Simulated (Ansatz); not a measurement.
Ti

```yaml
crystal:
  lattice:
    - [6.16032, 0.00000, -0.00091]
    - [0.00000, 7.11330, 0.01902]
    - [-1.54032, -1.93474, 1.65064]
  atoms:
    - { symbol: Ti, position: [0.46259, 0.25050, 0.85056] }
    - { symbol: Ti, position: [0.96259, 0.25050, 0.85056] }
    - { symbol: Ti, position: [0.53741, 0.74950, 0.14944] }
    - { symbol: Ti, position: [0.03741, 0.74950, 0.14944] }
```

Space group C2/m; a structure from a database of computed crystals, not necessarily the ambient phase; computed pressure about −4 GPa in this cell; computed without spin polarisation.

These are results of DFT PBE, scalar-relativistic, plane waves, PAW in Ansatz, not measurements.

Core electrons are frozen (PAW), and the valence fields are smoothed inside the atomic spheres.

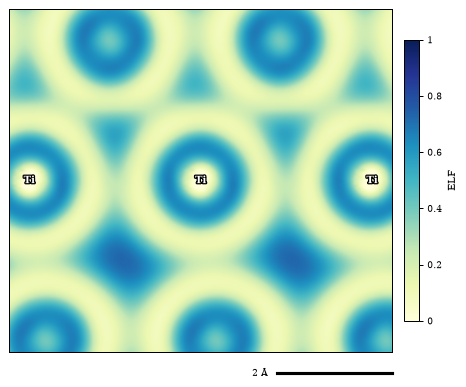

Figure 1. Electron localisation function on the (11̄0) plane of the calculation cell.

Question: Read the bonding off the picture.

Answer:
- The section cuts through Ti sites.
- Atoms just off the plane (Ti, 0.4 Å away) can leave unmarked features too.
- Ti–Ti (2.97 Å): the ELF is about 0.25 at the midpoint: no shared electron pair shows on this line.
- The ELF has a maximum of about 0.75 in the space between the atoms, 1.9 Å from five Ti atoms, on no atom or two-centre bond.
- The features right at Ti lie inside the PAW spheres, where the map follows smoothed inner orbitals and isn't to be read closely.

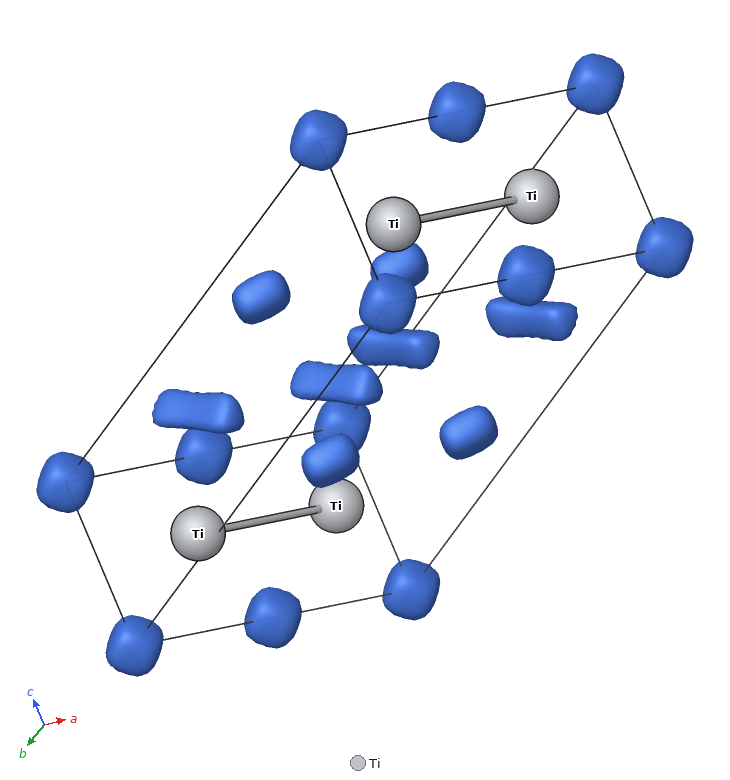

Figure 2. Isosurface of the electron localisation function at 0.65 (blue), seen at an oblique angle. Only the valence region is drawn (cores and ρ < 0.01 e/Å³ removed). Sticks mark near contacts.

Question: Where are the electrons localised?

Answer: At this value the surface marks out eight pockets between the atoms, centred on no nucleus (multi-centre or interstitial), counted in one cell of 4 atoms. Any copies at cell faces, edges or corners count once. There are no localised bonds or lone pairs at this value.


Ti–Ti (2.83 Å): the ELF is about 0.20 at the midpoint (no localised pair shows between them). Ti–Ti (2.93 Å): the ELF is about 0.20 at the midpoint; no shared electron pair shows on this line.

Question: Metal or insulator at this level of theory?

Answer: It is gapless in this calculation (a metal or semimetal).
